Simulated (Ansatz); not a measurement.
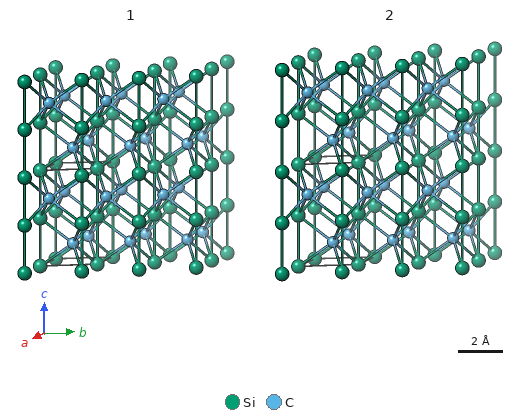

Two geometries of crystalline SiC (built on the NiAs type), drawn at one scale. One is the start of a relaxation, the other its converged end. The picture is a ball-and-stick view of the cell of the calculation, repeated 2 × 3 × 2 with one cell outlined, seen slightly off an axis.

Theory: DFT, PBE, plane waves, PAW in Ansatz. (plane-wave cutoff 420 eV; k-point mesh 12 × 12 × 6; occupations fermi dirac; smearing width 0.02 eV; no spin polarisation; cell and atoms relaxed; force threshold 0.005 eV/Å)

Question: Which geometry has the lower energy?

Answer: Structure 2 is the relaxed one. No atom moves by more than 0.005 Å relative to the cell. Cell: a = b 2.733 → 2.871 Å (+5.0 %), c 4.455 → 4.748 Å (+6.6 %). Volume +17.6 %. Among the contacts that change: Si–Si 2.227 → 2.374 Å, C–Si 1.931 → 2.038 Å. The space group stays P6_3/mmc (No. 194). After 7 accepted moves (9 points after the start) the energy has fallen by 206 meV per atom. All forces vanish by symmetry, so only the cell relaxes. Pressure: 58.34 GPa at the start and 0.00 GPa at the end. The SCF was repeated twice at an unchanged geometry on a basis and grid sized afresh for the cell, which shifted the energy by 5.8 meV per atom at most. The run took 10 s on 2 threads of Arm Neoverse V1, on a shared host, peak memory 0.32 GiB.
